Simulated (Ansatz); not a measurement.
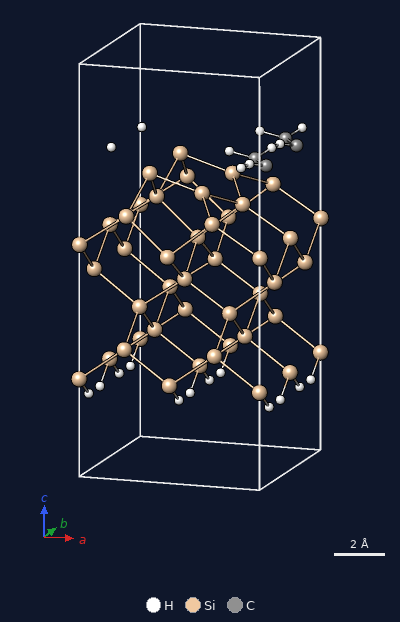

*The starting structure (ball-and-stick view of the 1 × 2 repeat of the cell, with the vacuum cut short, seen slightly off an axis). An atom can appear more than once, as a periodic image.*

## CH4Si7: geometry relaxation (part 1 of 3)

CH4Si7 (slab, 24 atoms in the cell), computed with DFT PBE+D3(BJ), scalar-relativistic, plane waves, PAW, no spin polarisation (Ansatz 0.2.0).

The structure derives from an entry of the Crystallography Open Database. The input holds or restrains some coordinates. Forces given for the steps count only the free coordinates.

The input
```yaml
crystal:
  lattice:
    - [7.6671912091, 0.0, 0.0]
    - [0.0, 3.8335956045, 0.0]
    - [0.0, 0.0, 28.3426103449]
  atoms:
    - { symbol: H, position: [0.5, 0.6826517125, 0.299901805] }
    - { symbol: H, position: [0.5, 0.3173482875, 0.299901805] }
    - { symbol: H, position: [0.0, 0.3173482875, 0.299901805] }
    - { symbol: H, position: [0.0, 0.6826517125, 0.299901805] }
    - { symbol: Si, position: [0.5, 0.0, 0.3302563132] }
    - { symbol: Si, position: [0.0, 0.0, 0.3302563132] }
    - { symbol: Si, position: [0.75, 0.0, 0.3780776221] }
    - { symbol: Si, position: [0.25, 0.0, 0.3780776221] }
    - { symbol: Si, position: [0.75, 0.5, 0.425898931] }
    - { symbol: Si, position: [0.25, 0.5, 0.425898931] }
    - { symbol: Si, position: [-0.0008605963, 0.5, 0.4762601814] }
    - { symbol: Si, position: [0.500466955, 0.5, 0.4713660706] }
    - { symbol: Si, position: [0.0023852355, 0.0, 0.5261025568] }
    - { symbol: Si, position: [0.4890684531, 0.0, 0.5174949581] }
    - { symbol: Si, position: [0.2612503579, 0.0, 0.5725452656] }
    - { symbol: Si, position: [0.7371177168, 0.0, 0.5702799205] }
    - { symbol: Si, position: [0.3076112598, 0.5, 0.621580611] }
    - { symbol: Si, position: [0.5969267329, 0.5, 0.5982316033] }
    - { symbol: C, position: [-0.0477310037, 0.5, 0.6455727554] }
    - { symbol: C, position: [-0.1578505727, 0.7847402145, 0.6455727554] }
    - { symbol: H, position: [-0.0966928396, 0.2428823607, 0.6543933968] }
    - { symbol: H, position: [0.0890073003, 0.5301508017, 0.6543933968] }
    - { symbol: H, position: [-0.2945888767, 0.7545894129, 0.6543933968] }
    - { symbol: H, position: [-0.1088887368, 1.0418578539, 0.6543933968] }
basis:
  ecutwfc: 420
kpoints:
  mp_grid: { grid: [4, 8, 1] }
hamiltonian:
  xc: pbe
  dispersion: d3bj
scf:
  occupations: { method: gaussian, width: 0.05 }
output:
  forces: true
  eigenvalues: true
  write_density: true
  write_potential: true
  elf: true
  volumetric_format: npy
relax:
  adjacent_minimum: "off"
  f_tol: 0.03
  max_steps: 70
  constraints: [{ sites: [0, 1, 2, 3, 4, 5, 6, 7, 8, 9] }]
efield:
  axis: 3
  dipole_correction: true
```

Run on 4 threads of Arm Neoverse V1, 24 GiB of memory available, shared host.

Launch command:
```bash
ansatz run input.yaml --threads 4 --pin off --max-ram 10240MiB --backend cpu --events-out ev --progress --plain --runs-dir out
```

The program's output
```
Engine: ansatz 0.2.0, aarch64-unknown-linux-gnu
Pseudopotentials: kind: paw
Pseudopotential: H, paw, valence charge 1, recommended cutoff 420 eV (normal), H.paw.azcp
Pseudopotential: Si, paw, valence charge 4, recommended cutoff 420 eV (normal), Si.paw.azcp
Pseudopotential: C, paw, valence charge 4, recommended cutoff 420 eV (normal), C.paw.azcp
Functional definition: PBE
  parameter kappa = 0.804
  parameter beta = 0.06672455060314922
  exchange = pbe_x(kappa = kappa, mu = beta*pi^2/3)
  correlation = pbe_c(beta = beta)
Crystal: 24 atoms, lattice volume = 833.072 Å³
Basis set: ecut = 420 eV, 16311 PW (Γ), exchange–correlation on 108×54×384 points (8 copies of the dense FFT grid, shifted against one another)
Bands: 60, of which v1, the nominal top of the filled ones, is band 36 counted from 1 (35 counted from 0)
Symmetry: 1 space group operations
Space group: P1 (ITA 1), of the structure as read, at distance tolerance 9.4e-5 Å
k-points: 18 of 32 (time reversal used)
Non-local potential: H, projectors of the file, l = 0: 2, l = 1: 1
Non-local potential: Si, projectors of the file, l = 0: 2, l = 1: 2, l = 2: 2
Non-local potential: C, projectors of the file, l = 0: 2, l = 1: 2, l = 2: 1
PAW form: soft (Blöchl's): semilocal exchange-correlation on the pseudo side does not see the compensation charge
PAW one-centre angular grid: H, 110 points (default); XC on 64 Gauss nodes
PAW one-centre angular grid: Si, 110 points (default); XC on 64 Gauss nodes
PAW one-centre angular grid: C, 110 points (default); XC on 64 Gauss nodes
Initial density: superposition of atomic densities (neutral atoms: chi_scale 0, normalization atom), corrected by the library's trained network
Initial wavefunctions: pseudopotential atomic-orbital guess
Functional: x = pbe(κ = 0.804, μ = 0.2195149727645171), c = pbe(β = 0.06672455060314922)
SCF iter   1: F=—  HF=-9527.001527 eV  |F-HF|=—  |Δ(HF+E_count)|=         —  Δρ=3.87e-3  dr2=4.11e-1  ethr=1.77e-3  p=-0.029 e·Å  D=-6.37e-3 V/Å  ΔV_dip=0.18 eV  dr2_dipole=3.64e-2  V_vac-E_F(+/−)=4.17/3.99 eV  ⟨swp⟩=8.8  Hψ=6338  notcnv=0  defer=136
efield: sawtooth ramp at fractional position 0.9271 (placed from the atoms, in the widest stretch of the axis that holds none; the zero of the levels goes with the place), width 0.1000; the density the first Hamiltonian is built on has a dipole p = -0.029 e·Å; the dipole correction subtracts the counter field D = -6.37e-3 V/Å, which shifts the + side's vacuum level by +0.18 eV against the − side's; the planar-averaged density in the ramp window peaks in size at 9.7e-6 e/Å³
preconditioner: auto → Resta (q_TF=auto, 1.814 Å⁻¹)  ε∞=2.4  [insulator: Δε(μ)=0.646 eV  Ē_g=9.067 eV  σ=0.050 eV  W_gap=1.00  n_scr=74 (ndim 8)  ℏωp=10.9 eV  f_vac=0.553  D(μ)=0.00/eV (n_scr^D=0)  ε∞_Penn≈2.4  vacuum switching on, ρ_ref=6.0e-3 e/Å³]
SCF iter   2: F=—  HF=-9526.946935 eV  |F-HF|=—  |Δ(HF+E_count)|=   5.46e-2  Δρ=2.13e-3  dr2=1.65e-1  ethr=5.71e-4  p=0.086 e·Å  D=1.86e-2 V/Å  ΔV_dip=-0.53 eV  dr2_dipole=3.78e-2  V_vac-E_F(+/−)=4.12/4.65 eV  ⟨swp⟩=3.8  Hψ=1876  notcnv=0  defer=319
SCF iter   3: F=—  HF=-9526.933917 eV  |F-HF|=—  |Δ(HF+E_count)|=   1.30e-2  Δρ=1.23e-3  dr2=5.82e-2  ethr=2.29e-4  p=0.000 e·Å  D=6.64e-5 V/Å  ΔV_dip=-0.00 eV  dr2_dipole=2.25e-2  V_vac-E_F(+/−)=4.16/4.17 eV  ⟨swp⟩=3.2  Hψ=1127  notcnv=0  defer=319
SCF iter   4: F=—  HF=-9526.931453 eV  |F-HF|=—  |Δ(HF+E_count)|=   2.46e-3  Δρ=8.70e-4  dr2=2.46e-2  ethr=8.08e-5  p=0.042 e·Å  D=9.08e-3 V/Å  ΔV_dip=-0.26 eV  dr2_dipole=1.96e-3  V_vac-E_F(+/−)=4.10/4.36 eV  ⟨swp⟩=1.3  Hψ=1258  notcnv=0  defer=311
SCF iter   5: F=—  HF=-9526.929575 eV  |F-HF|=—  |Δ(HF+E_count)|=   1.88e-3  Δρ=3.89e-4  dr2=1.80e-3  ethr=3.42e-5  p=0.035 e·Å  D=7.52e-3 V/Å  ΔV_dip=-0.21 eV  dr2_dipole=2.67e-5  V_vac-E_F(+/−)=4.14/4.35 eV  ⟨swp⟩=2.0  Hψ=830  notcnv=0  defer=311
SCF iter   6: F=—  HF=-9526.929828 eV  |F-HF|=—  |Δ(HF+E_count)|=   2.53e-4  Δρ=1.51e-4  dr2=2.21e-4  ethr=2.50e-6  p=0.034 e·Å  D=7.28e-3 V/Å  ΔV_dip=-0.21 eV  dr2_dipole=1.04e-5  V_vac-E_F(+/−)=4.15/4.35 eV  ⟨swp⟩=2.5  Hψ=1254  notcnv=0  defer=311
SCF iter   7: F=—  HF=-9526.929931 eV  |F-HF|=—  |Δ(HF+E_count)|=   1.03e-4  Δρ=5.13e-5  dr2=3.57e-5  ethr=3.07e-7  p=0.032 e·Å  D=7.00e-3 V/Å  ΔV_dip=-0.20 eV  dr2_dipole=2.10e-9  V_vac-E_F(+/−)=4.15/4.35 eV  ⟨swp⟩=2.0  Hψ=1362  notcnv=0  defer=311
SCF iter   8: F=-9526.929946 eV  HF=-9526.929943 eV  |F-HF|=2.45e-6  |Δ(HF+E_count)|=   1.20e-5  Δρ=1.89e-5  dr2=3.58e-6  ethr=3.12e-8  p=0.032 e·Å  D=6.96e-3 V/Å  ΔV_dip=-0.20 eV  dr2_dipole=2.80e-11  V_vac-E_F(+/−)=4.16/4.35 eV  ⟨swp⟩=28.2  Hψ=12630  notcnv=0
WARN: dispersion: an atom stands within reach of a switch of its C6 between two reference coordination numbers of its element: through that C6 alone, e_disp changes by 0.025 eV or more while the distances to its neighbours run over a stretch of 0.05 Å that contains this geometry (sites counted from 0 in the run's list of atoms or, in a supercell that it derives, in that cell's: here a list of 24) — site 16 (Si): coordination number 3.286 (about 3.10 to 3.47 with every neighbour 0.05 Å farther or nearer), switch near 3.404 between the references 2.941 (weight 0.71) and 3.868 (weight 0.29), e_disp changing by some 0.03 eV. This is how the published method behaves, and the energy and the forces stay consistent. Where you compare this geometry's total energy with another's, compare their components.e_disp too, and, where the geometries are yours to choose, keep both on one side of the switch, which a site's coordination number tells: a relaxation that ends in reach of it can search the other side under relax.adjacent_minimum: search, except where no move that the cell, the constraints and the symmetry allow carries the atom there
SCF 1 converged in 8 iterations: F = -9526.929946 eV  dr2 = 3.58e-6
  Residual-converged pass: ⟨swp⟩=1.0  Hψ=1152  notcnv=0  max |occ|·‖R‖ = 7.0e-9 eV (tolerance 1.0e-8 eV)  dr2=3.58e-6  dr2_onsite=4.75e-8  max |Δocc| = 1.0e-14
  greatest PAW one-centre occupation: 0.685 electrons in one spin orbital (limit 2), on the Si atom at site 16 (counted from 0), in its partial waves of l = 0
relax step   1: F+E_penalty+E_count = -9526.92994570 eV  Δ(F+E_penalty+E_count) = +0.000e0 eV  max|allowed force component| = 6.243e0 eV/Å  Δτ_max = 0.0000 Å  (8 SCF iters, dr2 threshold 2.25e-5 eV, accepted)
Initial density: handed on by an earlier stage of this run
Initial wavefunctions: those handed on with the density
iter 1 solved again at ethr=8.61e-4 eV; its pass at ethr=3.10e-3 eV (dr2=6.20e-1 eV) is discarded
SCF iter   1: F=—  HF=-9528.574900 eV  |F-HF|=—  |Δ(HF+E_count)|=         —  Δρ=1.05e-2  dr2=6.48e-1  ethr=8.61e-4  p=0.032 e·Å  D=6.95e-3 V/Å  ΔV_dip=-0.20 eV  dr2_dipole=9.02e-8  V_vac-E_F(+/−)=4.15/4.35 eV  ⟨swp⟩=1.2  Hψ=4441  notcnv=0  defer=302
efield: sawtooth ramp at fractional position 0.9271 (handed on by an earlier solve), width 0.1000; the density the first Hamiltonian is built on has a dipole p = 0.032 e·Å; the dipole correction subtracts the counter field D = 6.95e-3 V/Å, which shifts the + side's vacuum level by -0.20 eV against the − side's; the planar-averaged density in the ramp window peaks in size at 1.2e-6 e/Å³
preconditioner: auto → Resta (q_TF=auto, 1.814 Å⁻¹)  ε∞=2.5  [insulator: Δε(μ)=0.576 eV  Ē_g=9.012 eV  σ=0.050 eV  W_gap=1.00  n_scr=74 (ndim 8)  ℏωp=10.9 eV  f_vac=0.550  D(μ)=0.00/eV (n_scr^D=0)  ε∞_Penn≈2.5  vacuum switching on, ρ_ref=5.9e-3 e/Å³]
SCF iter   2: F=—  HF=-9528.421429 eV  |F-HF|=—  |Δ(HF+E_count)|=   1.53e-1  Δρ=4.51e-3  dr2=1.07e-1  ethr=8.61e-4  p=0.032 e·Å  D=6.87e-3 V/Å  ΔV_dip=-0.19 eV  dr2_dipole=5.58e-3  V_vac-E_F(+/−)=4.19/4.38 eV  ⟨swp⟩=2.0  Hψ=1492  notcnv=0  defer=302
SCF iter   3: F=—  HF=-9528.433573 eV  |F-HF|=—  |Δ(HF+E_count)|=   1.21e-2  Δρ=2.15e-3  dr2=2.33e-1  ethr=1.49e-4  p=-0.035 e·Å  D=-7.57e-3 V/Å  ΔV_dip=0.21 eV  dr2_dipole=6.92e-2  V_vac-E_F(+/−)=4.36/4.15 eV  ⟨swp⟩=3.1  Hψ=1605  notcnv=0  defer=313  recentre
SCF iter   4: F=—  HF=-9528.410502 eV  |F-HF|=—  |Δ(HF+E_count)|=   2.31e-2  Δρ=8.75e-4  dr2=1.65e-2  ethr=1.49e-4  p=0.039 e·Å  D=8.43e-3 V/Å  ΔV_dip=-0.24 eV  dr2_dipole=4.77e-3  V_vac-E_F(+/−)=4.17/4.41 eV  ⟨swp⟩=2.0  Hψ=1294  notcnv=0  defer=317
SCF iter   5: F=—  HF=-9528.409482 eV  |F-HF|=—  |Δ(HF+E_count)|=   1.02e-3  Δρ=4.04e-4  dr2=1.81e-3  ethr=2.29e-5  p=0.022 e·Å  D=4.71e-3 V/Å  ΔV_dip=-0.13 eV  dr2_dipole=2.82e-4  V_vac-E_F(+/−)=4.18/4.31 eV  ⟨swp⟩=2.0  Hψ=917  notcnv=0  defer=317
SCF iter   6: F=—  HF=-9528.409429 eV  |F-HF|=—  |Δ(HF+E_count)|=   5.31e-5  Δρ=1.06e-4  dr2=1.83e-4  ethr=2.51e-6  p=0.029 e·Å  D=6.35e-3 V/Å  ΔV_dip=-0.18 eV  dr2_dipole=2.98e-6  V_vac-E_F(+/−)=4.16/4.34 eV  ⟨swp⟩=1.9  Hψ=1311  notcnv=0  defer=316
SCF iter   7: F=-9528.409424 eV  HF=-9528.409430 eV  |F-HF|=6.17e-6  |Δ(HF+E_count)|=   1.19e-6  Δρ=3.86e-5  dr2=2.39e-5  ethr=1.39e-7  p=0.029 e·Å  D=6.39e-3 V/Å  ΔV_dip=-0.18 eV  dr2_dipole=4.50e-7  V_vac-E_F(+/−)=4.15/4.33 eV  ⟨swp⟩=24.5  Hψ=12557  notcnv=0
SCF 2 converged in 7 iterations: F = -9528.409424 eV  dr2 = 2.39e-5
  greatest PAW one-centre occupation: 0.688 electrons in one spin orbital (limit 2), on the C atom at site 18 (counted from 0), in its partial waves of l = 0
relax step   2: F+E_penalty+E_count = -9528.40942432 eV  Δ(F+E_penalty+E_count) = -1.479e0 eV  max|allowed force component| = 2.375e0 eV/Å  Δτ_max = 0.1997 Å  (7 SCF iters, dr2 threshold 1.00e-4 eV, accepted)
[... from here on the SCF iterations and repeated set-up lines of each step are left out, up to the last step ...]
SCF 3 converged in 7 iterations: F = -9529.123483 eV  dr2 = 1.96e-5
relax step   3: F+E_penalty+E_count = -9529.12348271 eV  Δ(F+E_penalty+E_count) = -7.141e-1 eV  max|allowed force component| = 9.563e-1 eV/Å  Δτ_max = 0.1903 Å  (7 SCF iters, dr2 threshold 1.00e-4 eV, accepted)
SCF 4 converged in 7 iterations: F = -9529.667167 eV  dr2 = 7.56e-6
relax step   4: F+E_penalty+E_count = -9529.66716741 eV  Δ(F+E_penalty+E_count) = -5.437e-1 eV  max|allowed force component| = 1.330e0 eV/Å  Δτ_max = 0.1947 Å  (7 SCF iters, dr2 threshold 1.00e-4 eV, accepted)
SCF 5 converged in 6 iterations: F = -9530.109033 eV  dr2 = 4.35e-5
relax step   5: F+E_penalty+E_count = -9530.10903312 eV  Δ(F+E_penalty+E_count) = -4.419e-1 eV  max|allowed force component| = 1.395e0 eV/Å  Δτ_max = 0.1946 Å  (6 SCF iters, dr2 threshold 1.00e-4 eV, accepted)
SCF 6 converged in 7 iterations: F = -9530.382468 eV  dr2 = 9.78e-6
relax step   6: F+E_penalty+E_count = -9530.38246808 eV  Δ(F+E_penalty+E_count) = -2.734e-1 eV  max|allowed force component| = 1.159e0 eV/Å  Δτ_max = 0.1947 Å  (7 SCF iters, dr2 threshold 1.00e-4 eV, accepted)
SCF 7 converged in 7 iterations: F = -9530.576737 eV  dr2 = 1.48e-5
relax step   7: F+E_penalty+E_count = -9530.57673711 eV  Δ(F+E_penalty+E_count) = -1.943e-1 eV  max|allowed force component| = 2.251e-1 eV/Å  Δτ_max = 0.1948 Å  (7 SCF iters, dr2 threshold 1.00e-4 eV, accepted)
SCF 8 converged in 8 iterations: F = -9530.689685 eV  dr2 = 2.29e-6
relax step   8: F+E_penalty+E_count = -9530.68968525 eV  Δ(F+E_penalty+E_count) = -1.129e-1 eV  max|allowed force component| = 1.684e-1 eV/Å  Δτ_max = 0.2000 Å  (8 SCF iters, dr2 threshold 3.17e-6 eV, accepted)
SCF 9 converged in 10 iterations: F = -9530.774244 eV  dr2 = 2.44e-8
relax step   9: F+E_penalty+E_count = -9530.77424431 eV  Δ(F+E_penalty+E_count) = -8.456e-2 eV  max|allowed force component| = 2.401e-1 eV/Å  Δτ_max = 0.1948 Å  (10 SCF iters, dr2 threshold 1.77e-6 eV, accepted)
SCF 10 converged in 7 iterations: F = -9530.842528 eV  dr2 = 1.34e-5
relax step  10: F+E_penalty+E_count = -9530.84252799 eV  Δ(F+E_penalty+E_count) = -6.828e-2 eV  max|allowed force component| = 1.849e-1 eV/Å  Δτ_max = 0.1941 Å  (7 SCF iters, dr2 threshold 3.23e-5 eV, accepted)
SCF 11 converged in 8 iterations: F = -9530.891590 eV  dr2 = 1.74e-6
relax step  11: F+E_penalty+E_count = -9530.89159021 eV  Δ(F+E_penalty+E_count) = -4.906e-2 eV  max|allowed force component| = 2.620e-1 eV/Å  Δτ_max = 0.1948 Å  (8 SCF iters, dr2 threshold 2.03e-5 eV, accepted)
SCF 12 converged in 7 iterations: F = -9530.936901 eV  dr2 = 1.03e-5
relax step  12: F+E_penalty+E_count = -9530.93690128 eV  Δ(F+E_penalty+E_count) = -4.531e-2 eV  max|allowed force component| = 3.889e-1 eV/Å  Δτ_max = 0.1991 Å  (7 SCF iters, dr2 threshold 4.07e-5 eV, accepted)
SCF 13 converged in 6 iterations: F = -9530.976722 eV  dr2 = 7.74e-5
relax step  13: F+E_penalty+E_count = -9530.97672248 eV  Δ(F+E_penalty+E_count) = -3.982e-2 eV  max|allowed force component| = 3.197e-1 eV/Å  Δτ_max = 0.1946 Å  (6 SCF iters, dr2 threshold 1.00e-4 eV, accepted)
SCF 14 converged in 7 iterations: F = -9531.009727 eV  dr2 = 1.77e-5
```
